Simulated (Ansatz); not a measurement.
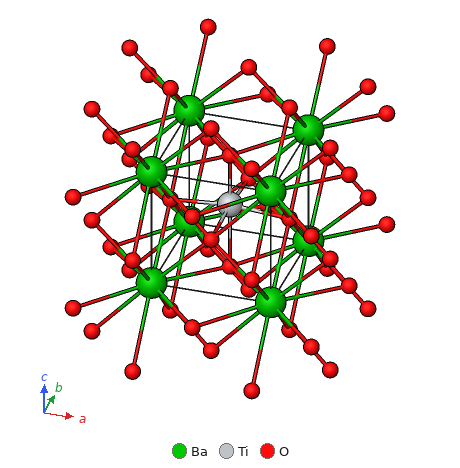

BaTiO3, space group P4mm (No. 99), a = 3.972 Å, b = 3.972 Å, c = 4.112 Å, α = 90.00°, β = 90.00°, γ = 90.00°

```csv
site,Wyckoff,x,y,z
Ba,1a,0.0000,0.0000,0.0044
Ti,1b,0.5000,0.5000,0.5225
O1,1b,0.5000,0.5000,0.9655
O2,2c,0.0000,0.5000,0.4824
```

Origin: a calculation's input that goes back to an entry of the Crystallography Open Database (an earlier step may have relaxed or displaced it).

Q: Compute the Voronoi cell of each site (no radii): faces and volume.

A:
```csv
site,faces above 1 % of the sphere,volume (Å³),solid angle by neighbour (%)
Ba,12,16.23,O 100 Ti 0 Ba 0
Ti,6,8.08,O 100 Ba 0
O1,14,13.66,Ba 36 Ti 32 O 32
O2,14,13.46,O 34 Ti 34 Ba 32
```

Weighted by multiplicity the volumes add up to the cell volume, 64.9 Å³.

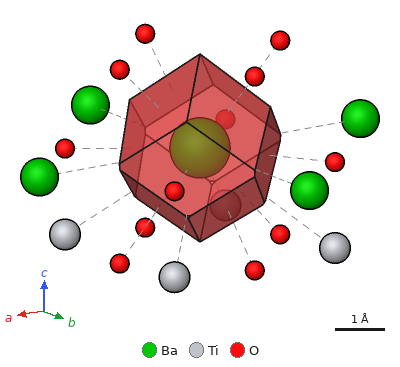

The computed Voronoi cell of Ba, with the neighbours that bound it.
